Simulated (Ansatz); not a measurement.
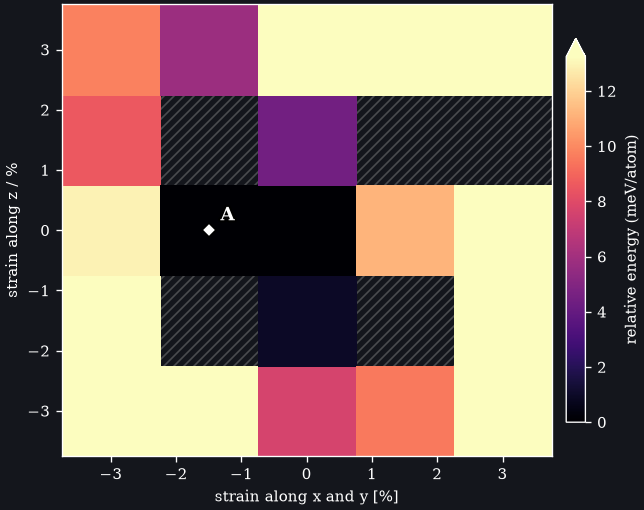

TiSi (Cmmm, No. 65; 2 atoms in the cell). The cell is strained homogeneously, by one strain along x and y and another along z, with fractional coordinates fixed (x along [1 0 0], z along [0 0 1] of the conventional cell). First axis: strain along x and y. Second axis: strain along z. The grid has 5 × 5 points. At 5 points there is no value. Energies are in meV/atom, from the lowest grid point. The reference cell is the one listed in the database, not relaxed at this level. Theory: Ansatz 0.2.0, DFT r2SCAN, scalar-relativistic, plane waves, PAW. Settings: cutoff 500 eV, k-mesh 18×18×12 in the order of the run's cell vectors, gaussian smearing 0.15 eV, no spin polarisation.

In the figure: one coloured cell a grid point, one colour for all values above the top of the scale, hatched blanks where no value was computed, the point A.

Q: Which way does the force act at A, and how strong is it?

A: A, at strain along x and y = −1.5 %, strain along z = 0.0 %, is not a stationary point. The computed force is 4.1 meV/atom for each 1 % towards larger values of strain along x and y and 1.7 meV/atom for each 1 % towards larger values of strain along z.
